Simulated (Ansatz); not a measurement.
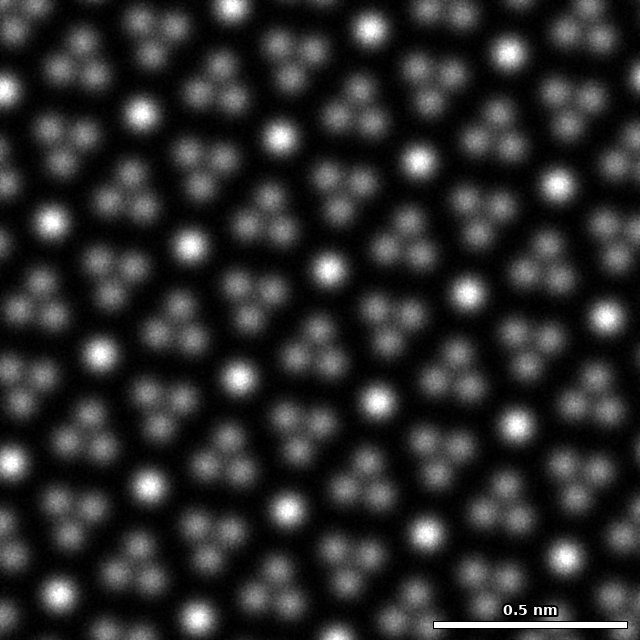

Dark-field STEM-like image of a crystal. Simulated incoherent Z contrast: every atom adds Z^1.7 spread by a probe of 0.64 Å full width; channelling and multiple scattering are left out. Shot noise was added.

> What two-dimensional lattice does the image show, and how large is its cell?

The pattern repeats on a hexagonal net with a repeat of 3.7 Å.

> Which plane group does this projection have?

p6mm: sixfold points with mirror lines through them.

> How many columns does the smallest repeating cell hold, and how many levels of brightness?

7 columns in the primitive cell of 11.7 Å², with 2 levels of brightness (about 100, 50 % of the brightest, counted from the darkest point).

The crystal is Co (Pm-3n, No. 223) seen along [111]. Model: the input geometry of a calculation; the starting structure was generated, so it need not be a known form of this composition.
